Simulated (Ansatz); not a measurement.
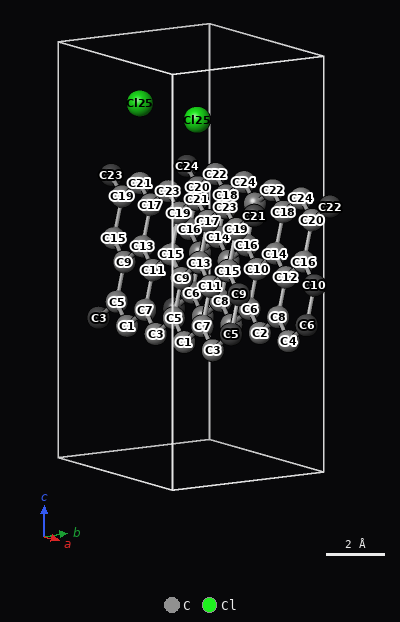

**Figure 1.** The input geometry of run A (ball-and-stick view of the 2 × 1 repeat of the cell, with the vacuum cut short, seen slightly off an axis; neighbours outside the cell are drawn fainter; atoms are numbered from 1 in the order of the input). An atom can appear more than once, as a periodic image.

# Two runs on C$_{24}$Cl

System: C$_{24}$Cl (slab, 25 atoms in the cell).
Method of run A: DFT PBE+D3(BJ), scalar-relativistic, plane waves, PAW, PAW set soft_1, spin-polarised (Ansatz 0.2.0).

The structure derives from an entry of the Crystallography Open Database. Text and figures count atoms from 1; the logs count them from 0 in places.

### Input file, run A
```yaml
crystal:
  lattice:
    - [4.9299148964, 0.0, 0.0]
    - [-2.4649574482, 6.8655575602, 0.0]
    - [0.0, 0.0, 22.2276622644]
  atoms:
    - { symbol: C, position: [0.4018120009, 0.3036240018, 0.1799559464] }
    - { symbol: C, position: [0.4018120009, 0.8036240018, 0.1799559464] }
    - { symbol: C, position: [0.9018120009, 0.3036240018, 0.1799559464] }
    - { symbol: C, position: [0.9018120009, 0.8036240018, 0.1799559464] }
    - { symbol: C, position: [0.1626401228, 0.3252802456, 0.2112622584] }
    - { symbol: C, position: [0.1626401228, 0.8252802456, 0.2112622584] }
    - { symbol: C, position: [0.6626401228, 0.3252802456, 0.2112622584] }
    - { symbol: C, position: [0.6626401228, 0.8252802456, 0.2112622584] }
    - { symbol: C, position: [0.1840380628, 0.3680761257, 0.2739086929] }
    - { symbol: C, position: [0.1840380628, 0.8680761256, 0.2739086929] }
    - { symbol: C, position: [0.6840380628, 0.3680761257, 0.2739086929] }
    - { symbol: C, position: [0.6840380628, 0.8680761256, 0.2739086929] }
    - { symbol: C, position: [0.4447372324, 0.3894666362, 0.3044210713] }
    - { symbol: C, position: [0.4447372324, 0.8894666362, 0.3044210713] }
    - { symbol: C, position: [0.9447372324, 0.3894666362, 0.3044210713] }
    - { symbol: C, position: [0.9447372324, 0.8894666362, 0.3044210713] }
    - { symbol: C, position: [0.4674579614, 0.4348943234, 0.3699089568] }
    - { symbol: C, position: [0.4674579614, 0.9348943234, 0.3699089568] }
    - { symbol: C, position: [0.9674579614, 0.4348943234, 0.3699089568] }
    - { symbol: C, position: [0.9674579614, 0.9348943234, 0.3699089568] }
    - { symbol: C, position: [0.2271533028, 0.4542694799, 0.3971475794] }
    - { symbol: C, position: [0.2271533028, 0.9542694799, 0.3971475794] }
    - { symbol: C, position: [0.7271533028, 0.4542694799, 0.3971475794] }
    - { symbol: C, position: [0.7271533028, 0.9542694799, 0.3971475794] }
    - { symbol: Cl, position: [0.2271533028, 0.4542694799, 0.5231167419], spin: 1.0 }
basis:
  ecutwfc: 420
kpoints:
  mp_grid: { grid: [6, 4, 1] }
hamiltonian:
  xc: pbe
  pseudopotentials: { kind: paw, azcp: { folder: soft_1 } }
  dispersion: d3bj
scf:
  occupations: { method: gaussian, width: 0.05 }
output:
  forces: true
  eigenvalues: true
  populations: true
magnetization:
  spin_polarized: true
efield:
  axis: 3
  dipole_correction: true
  ramp_width: 0.04
```

Command:
```bash
ansatz run input.yaml --threads 4 --pin off --max-ram 12288MiB --backend cpu --events-out ev --progress --plain --runs-dir out
```

Hardware: 4 threads of Arm Neoverse V1, 24 GiB of memory available, shared host.

### Output, shortened to warnings, some set-up lines, iterations and results (run A)
```
Warning: at least one further symmetry operation maps every atom of the structure, as the run holds it, onto an atom to within 2.50e-5 (fractional), and is not used: no operation is sought that the atoms, as the run holds them, miss by more than 2.00e-5, twice crystal.symmetry.tolerance (1.0e-5). The run uses 1 unitary operations. The run imposes no operation that its atoms and lattice do not …
Basis set: ecut = 420 eV, 14697 PW (Γ), exchange–correlation on 72×100×300 points (8 copies of the dense FFT grid, shifted against one another)
Symmetry: 1 space group operations
k-points: 14 of 24 (time reversal used)
[...]
SCF iter   1: F=—  HF=-7091.054938 eV  |F-HF|=—  |Δ(HF+E_count)|=         —  Δρ=3.96e-2 (↑3.59e-2 ↓3.96e-2)  dr2=8.92e1  dr2_m=3.69e-1  M=1.892 μB ∫|m|=2.412 μB  β_m=1.00  …
SCF iter   2: F=—  HF=-7083.834916 eV  |F-HF|=—  |Δ(HF+E_count)|=    7.22e0  Δρ=2.70e-2 (↑2.60e-2 ↓2.70e-2)  dr2=5.57e1  dr2_m=4.65e-2  M=1.964 μB ∫|m|=3.040 μB  β_m=1.00  …
SCF iter   3: F=—  HF=-7079.264479 eV  |F-HF|=—  |Δ(HF+E_count)|=    4.57e0  Δρ=2.39e-2 (↑1.49e-2 ↓2.39e-2)  dr2=2.64e1  dr2_m=1.17e0  M=0.253 μB ∫|m|=1.700 μB  β_m=0.30  …
SCF iter   4: F=—  HF=-7079.382398 eV  |F-HF|=—  |Δ(HF+E_count)|=   1.18e-1  Δρ=1.63e-2 (↑1.20e-2 ↓1.63e-2)  dr2=5.36e0  dr2_m=6.55e-1  M=0.721 μB ∫|m|=2.390 μB  β_m=0.30  …
SCF iter   5: F=—  HF=-7079.132702 eV  |F-HF|=—  |Δ(HF+E_count)|=   2.50e-1  Δρ=1.26e-2 (↑9.61e-3 ↓1.26e-2)  dr2=2.59e0  dr2_m=5.84e-1  M=1.650 μB ∫|m|=3.426 μB  β_m=0.30  …
[... 32 lines ...]
SCF iter  38: F=—  HF=-7080.656618 eV  |F-HF|=—  |Δ(HF+E_count)|=   2.69e-7  Δρ=2.86e-6 (↑2.86e-6 ↓1.97e-6)  dr2=2.05e-7  dr2_m=1.46e-8  M=5.652 μB ∫|m|=9.934 μB  β_m=0.67  …
SCF iter  39: F=-7080.656619 eV  HF=-7080.656619 eV  |F-HF|=6.23e-8  |Δ(HF+E_count)|=   2.58e-7  Δρ=1.34e-6 (↑1.34e-6 ↓8.14e-7)  dr2=1.45e-8  dr2_m=6.32e-9  M=5.652 μB …
SCF iter  40: F=-7080.656619 eV  HF=-7080.656619 eV  |F-HF|=9.09e-9  |Δ(HF+E_count)|=   7.66e-8  Δρ=5.71e-7 (↑5.71e-7 ↓4.86e-7)  dr2=3.39e-9  dr2_m=1.52e-9  M=5.652 μB …
SCF iter  41: F=-7080.656619 eV  HF=-7080.656619 eV  |F-HF|=1.30e-7  |Δ(HF+E_count)|=   2.42e-8  Δρ=1.12e-6 (↑6.82e-7 ↓1.12e-6)  dr2=9.68e-8  dr2_m=1.26e-9  M=5.652 μB …
SCF 1 converged in 41 iterations: F = -7080.656619 eV  dr2 = 9.68e-8
SCF converged after 41 iterations
an eigenvalue changed by more than its tolerance at an iteration that met the thresholds in force, so the SCF went on 2 times, its first undamped step at iteration 40: the last check found none over its tolerance
Magnetization: 5.6523 μB (54.3262 up, 48.6738 down)
Absolute magnetization: 9.9485 μB (∫|ρ↑−ρ↓|, with the PAW one-centre terms)
Spin contamination: 1.6742 ħ² per cell (⟨S²⟩ above its minimum at these occupations)
Per-site moments (μB) at R_I (Å): [(0.4290138187627518, 0.5870470484717351), (0.4321073320129499, 0.5870470484717352), (0.42901347358358466, 0.5870470484717353), (0.4322999386766245, 0.5870470484717353), (-0.012532506098777556, 0.5870470484717353), (0.0014672399989287008, 0.5870470484499222), …
Free energy (F): -7080.656619 eV
Harris-Foulkes:  -7080.656619 eV  (|F-HF|=1.30e-7)
Internal energy: -7080.648317 eV  (E = F + TS)
E sigma→0 (E₀):  -7080.652468 eV
Entropy (-TS):   -0.008301 eV (-0.332 meV/atom)
Fermi energy:    -2.292654 eV
Dipole field:    D = -0.098680 V/Å  (p = -0.410276 e·Å, saw-weighted, corrected)
Work function:   Φ+ = 7.2877 eV   Φ− = 5.0942 eV
Levels:          The Fermi level and band energies are counted from a zero that moves with the ramp; work functions are not
--- Per-component energies (eV) ---
  E_band       = -1084.723298
  E_kinetic    = 2234.978747
  E_local      = -51361.702482  (includes V_loc(G=0)·N_el)
  E_nonlocal   = 599.245469
  E_hartree    = 24561.412865
  E_xc         = -1217.749427
  E_vxc        = -1481.371705  (∫ρ·V_xc dr)
  E_paw        = -3058.631749  (= ΣΔE_a)
  E_vpaw       = -188.315405  (= ΣTr[D̂ρ^β])
  E_aug_tail   = 0.000502  (compensation charges beyond the density's cutoff)
  E_efield     = 0.020243  (sawtooth field / dipole correction)
  E_vefield    = -10.401853  (∫n·V_field dr)
  E_ewald      = 21164.720776
  E_disp       = -2.943262  (pairwise vdW)
[...]
```

For run B the input was changed thus:
```diff
-    - { symbol: Cl, position: [0.2271533028, 0.4542694799, 0.5231167419], spin: 1.0 }
+    - { symbol: Cl, position: [0.3104866361, 0.4542694799, 0.5231167419], spin: 1.0 }
```

How does run B compare with run A?

With the same functional and potentials, run B lies 2.3 meV per atom higher. The work function goes from 7.29 to 7.34 eV. The SCF takes 39 iterations against 41.

### Output, shortened to warnings, some set-up lines, iterations and results (run B)
```
Basis set: ecut = 420 eV, 14697 PW (Γ), exchange–correlation on 72×100×300 points (8 copies of the dense FFT grid, shifted against one another)
Symmetry: 1 space group operations
k-points: 14 of 24 (time reversal used)
[...]
SCF iter   1: F=—  HF=-7091.018014 eV  |F-HF|=—  |Δ(HF+E_count)|=         —  Δρ=3.95e-2 (↑3.59e-2 ↓3.95e-2)  dr2=8.94e1  dr2_m=3.48e-1  M=1.772 μB ∫|m|=2.412 μB  β_m=1.00  …
SCF iter   2: F=—  HF=-7084.069281 eV  |F-HF|=—  |Δ(HF+E_count)|=    6.95e0  Δρ=2.74e-2 (↑2.62e-2 ↓2.74e-2)  dr2=5.94e1  dr2_m=7.11e-2  M=1.787 μB ∫|m|=3.130 μB  β_m=1.00  …
SCF iter   3: F=—  HF=-7079.268359 eV  |F-HF|=—  |Δ(HF+E_count)|=    4.80e0  Δρ=2.33e-2 (↑1.54e-2 ↓2.33e-2)  dr2=2.19e1  dr2_m=1.11e0  M=-0.035 μB ∫|m|=1.850 μB  β_m=0.30  …
SCF iter   4: F=—  HF=-7079.231807 eV  |F-HF|=—  |Δ(HF+E_count)|=   3.66e-2  Δρ=1.57e-2 (↑1.24e-2 ↓1.57e-2)  dr2=5.49e0  dr2_m=6.27e-1  M=0.290 μB ∫|m|=2.465 μB  β_m=0.30  …
SCF iter   5: F=—  HF=-7079.108806 eV  |F-HF|=—  |Δ(HF+E_count)|=   1.23e-1  Δρ=1.18e-2 (↑1.06e-2 ↓1.18e-2)  dr2=2.89e0  dr2_m=5.15e-1  M=1.040 μB ∫|m|=3.366 μB  β_m=0.30  …
[... 30 lines ...]
SCF iter  36: F=-7080.598989 eV  HF=-7080.598989 eV  |F-HF|=2.39e-8  |Δ(HF+E_count)|=   5.90e-8  Δρ=1.27e-6 (↑6.73e-7 ↓1.27e-6)  dr2=4.39e-8  dr2_m=2.47e-9  M=5.620 μB …
SCF iter  37: F=-7080.598989 eV  HF=-7080.598989 eV  |F-HF|=1.22e-8  |Δ(HF+E_count)|=   4.71e-8  Δρ=5.35e-7 (↑5.35e-7 ↓4.39e-7)  dr2=3.80e-9  dr2_m=1.17e-9  M=5.620 μB …
SCF iter  38: F=-7080.598989 eV  HF=-7080.598989 eV  |F-HF|=6.79e-7  |Δ(HF+E_count)|=   5.15e-8  Δρ=3.07e-6 (↑1.52e-6 ↓3.07e-6)  dr2=5.35e-7  dr2_m=1.63e-8  M=5.620 μB …
SCF iter  39: F=-7080.598989 eV  HF=-7080.598989 eV  |F-HF|=2.14e-8  |Δ(HF+E_count)|=   3.30e-8  Δρ=5.56e-7 (↑4.77e-7 ↓5.56e-7)  dr2=1.78e-8  dr2_m=5.15e-10  M=5.620 μB …
SCF 1 converged in 39 iterations: F = -7080.598989 eV  dr2 = 1.78e-8
SCF converged after 39 iterations
an eigenvalue changed by more than its tolerance at an iteration that met the thresholds in force, so the SCF went on 2 times, its first undamped step at iteration 37: the last check found none over its tolerance
Magnetization: 5.6199 μB (54.3100 up, 48.6900 down)
Absolute magnetization: 10.0083 μB (∫|ρ↑−ρ↓|, with the PAW one-centre terms)
Spin contamination: 1.7193 ħ² per cell (⟨S²⟩ above its minimum at these occupations)
Per-site moments (μB) at R_I (Å): [(0.4277060946904919, 0.5870470484717351), (0.4320922378146258, 0.5870470484717352), (0.4289262142945261, 0.5870470484717353), (0.4322373532677714, 0.5870470484717353), (-0.012311842050948665, 0.5870470484717353), (0.0013432064044478676, 0.5870470484499222), …
Free energy (F): -7080.598989 eV
Harris-Foulkes:  -7080.598989 eV  (|F-HF|=2.14e-8)
Internal energy: -7080.589836 eV  (E = F + TS)
E sigma→0 (E₀):  -7080.594413 eV
Entropy (-TS):   -0.009153 eV (-0.366 meV/atom)
Fermi energy:    -2.316435 eV
Dipole field:    D = -0.100416 V/Å  (p = -0.417496 e·Å, saw-weighted, corrected)
Work function:   Φ+ = 7.3353 eV   Φ− = 5.1033 eV
Levels:          The Fermi level and band energies are counted from a zero that moves with the ramp; work functions are not
--- Per-component energies (eV) ---
  E_band       = -1085.457388
  E_kinetic    = 2235.046907
  E_local      = -51360.980260  (includes V_loc(G=0)·N_el)
  E_nonlocal   = 599.308355
  E_hartree    = 24560.714290
  E_xc         = -1217.749474
  E_vxc        = -1481.368004  (∫ρ·V_xc dr)
  E_paw        = -3058.633793  (= ΣΔE_a)
  E_vpaw       = -188.316227  (= ΣTr[D̂ρ^β])
  E_aug_tail   = 0.000501  (compensation charges beyond the density's cutoff)
  E_efield     = 0.020962  (sawtooth field / dipole correction)
  E_vefield    = -10.584186  (∫n·V_field dr)
  E_ewald      = 21164.625993
  E_disp       = -2.943318  (pairwise vdW)
[...]
```

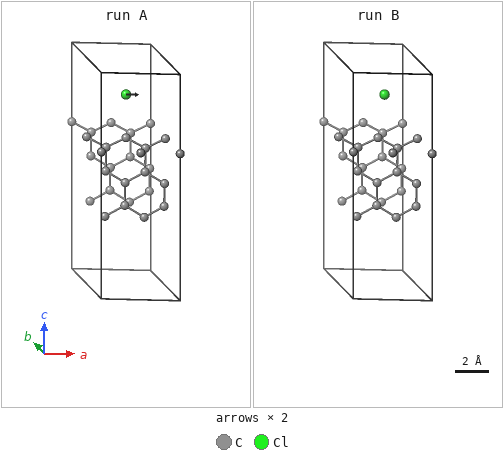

**Figure 2.** The two input geometries at one scale (ball-and-stick view of the cell of the calculation, with the vacuum cut short (origin shifted), seen slightly off an axis). The black arrows on the first give the shifts of the atoms relative to the cell, magnified 2 times. The largest move is that of the Cl atom, 0.41 Å. C stays in place. The lattice vectors keep their values.

### The two runs side by side

```csv
quantity,run A,run B
outcome,converged,converged
free energy per atom (eV),−283.2263,−283.2240
gap on the mesh (eV),0.00,0.00
net moment of the cell (μB),5.65,5.62
absolute moment of the cell (μB),9.95,10.01
work function (eV),7.29,7.34
largest force (eV/Å),3.597,3.598
SCF iterations,41,39
irreducible k-points,14,14
plane waves at Γ,14697,14697
wall time (shared host),2.2 min,2.1 min
```
